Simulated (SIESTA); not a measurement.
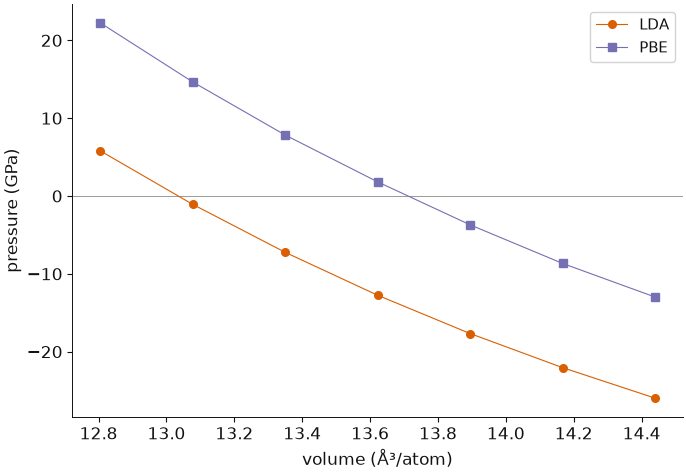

Plotted: pressure against volume, with one curve for each functional, for Ta₂N (space group P-3m1).

Computed with SIESTA 5.4.2: DFT in numerical atomic orbitals with pseudopotentials, no spin polarisation; energies at scaled volumes of the given cell, shape and fractions fixed, counted from the fit's minimum, third-order Birch-Murnaghan fit. All runs: no spin polarisation.

k mesh 10×10×6; occupations Fermi–Dirac; smearing width 0.05 eV; potentials PseudoDojo 0.4 standard, converted to PSML, two zetas on semicore shells.

> Order the curves by fitted equilibrium volume, smallest first.

LDA 13.032, PBE 13.707 Å³/atom.

> Order the curves by fitted bulk modulus, smallest first.

PBE 281.2, LDA 317.3 GPa.

Keep in mind: mulliken charges of long orbitals; short basis over semicore shells; shape and atomic fractions are frozen while scaling, which makes layered, chain and framework solids too stiff.

The computed values:

LDA:
```csv
volume (Å³/atom),pressure (GPa)
12.80,5.81
13.08,-1.07
13.35,-7.23
13.62,-12.75
13.89,-17.67
14.17,-22.05
14.44,-25.97
```

PBE:
```csv
volume (Å³/atom),pressure (GPa)
12.80,22.25
13.08,14.66
13.35,7.84
13.62,1.82
13.89,-3.70
14.17,-8.66
14.44,-12.98
```
